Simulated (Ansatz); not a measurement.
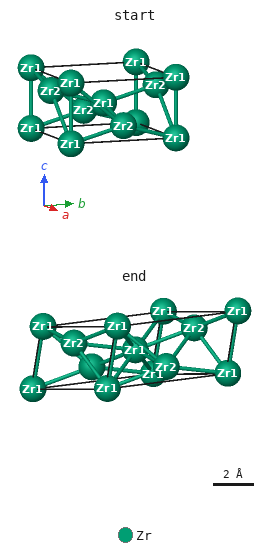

The structure of solid Zr (a generated structure, set up in I4_1/amd) before (top) and after (bottom) a relaxation, at one scale.

A ball-and-stick model of the conventional cell (2 times the calculation's cell), seen slightly off an axis. Lengths and directions refer to the drawn axes.

Phase: beta-Sn type.

The calculation used DFT, m-r2SCAN, plane waves (500 eV) with PAW, scalar-relativistic in Ansatz. Settings: plane-wave cutoff 500 eV; k-point mesh 12 × 12 × 8; occupations fermi dirac; smearing width 0.05 eV; collinear spin; cell and atoms relaxed; force threshold 0.01 eV/Å; at most 60 steps.

Question: What changed between the two?

Answer: Over 18 accepted moves (21 points after the start) the energy falls by 1.056 eV per cell of the calculation. The largest force component goes from 0.00034 to under 0.0001 eV/Å. The pressure goes from −3.25 to 0.00 GPa. The SCF was repeated 3 times at an unchanged geometry on a basis and grid sized afresh for the cell, which shifted the energy by 27.9 meV per cell of the calculation at most. The largest moves relative to the cell, 0.23 Å, are those of Zr1 and Zr2. Zr2 goes along [1 −1 0]. Cell: a = b 5.637 → 6.092 Å (+8.1 %), c 3.078 → 3.245 Å (+5.4 %), α 90.0° → 74.6°, β 90.0° → 74.6°, γ 90.0° → 54.9°. Volume −3.8 %. Some distances before and after: Zr1–Zr1 4.272 → 3.245 Å, Zr1–Zr2 3.643 → 3.187 Å, Zr1–Zr2 (another image) 2.921 → 3.187 Å, Zr1–Zr1 (another image) 3.078 → 3.245 Å. New bonds form: Zr1–Zr1 (4.27 → 3.24 Å), Zr2–Zr2 (4.27 → 3.24 Å). The space group (tolerance 0.01 Å) goes from I4_1/amd (No. 141) to P6_3/mmc (No. 194). The program noted that the starting moments weren't kept.
